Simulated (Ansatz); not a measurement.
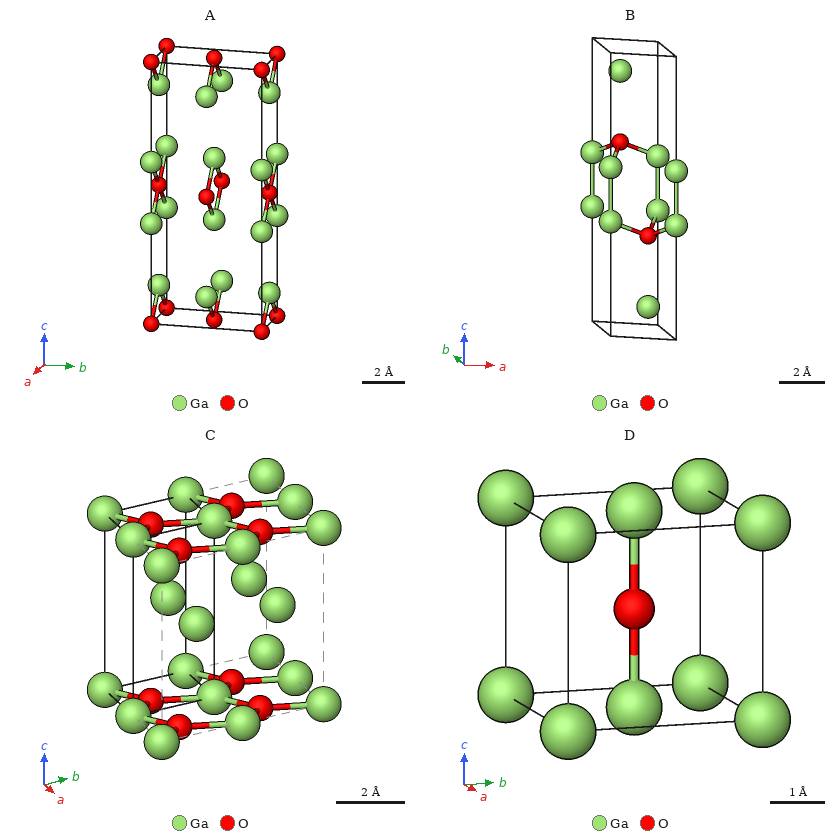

Four structures of Ga₂O, each relaxed to rest (conventional cells in solid outline, small ones repeated, each panel with its own scale). Method: DFT PBE, scalar-relativistic, plane waves, PAW in Ansatz, without spin polarisation.

Question: Name the structure in each panel.

Answer: A: 12 atoms a cell on a face-centred orthorhombic lattice, Fmmm; B: 6 atoms a cell on a primitive hexagonal lattice, P-3m1; C: 3 atoms a cell on a primitive hexagonal lattice, P-6m2; D: 3 atoms a cell on a primitive tetragonal lattice, P4/mmm.

Question: Which of these is lowest in energy, and how far above it do the others lie?

Answer: B, then A (+251 meV/atom), C (+376 meV/atom) and D (+560 meV/atom), energies at zero smearing.

Question: Collect the results in a table.

Answer:
| panel | structure | E − E(lowest) (meV/atom) | volume (Å³/atom) | gap (eV) |
| --- | --- | --- | --- | --- |
| B | P-3m1 | 0 | 17.8 | metal |
| A | Fmmm | 251 | 16.9 | metal |
| C | P-6m2 | 376 | 17.7 | metal |
| D | P4/mmm | 560 | 18.7 | metal |

Some of these may be structure types tried for this composition rather than known phases, and the most stable form need not be among them. Gaps are taken on the k-mesh or band path of each run.
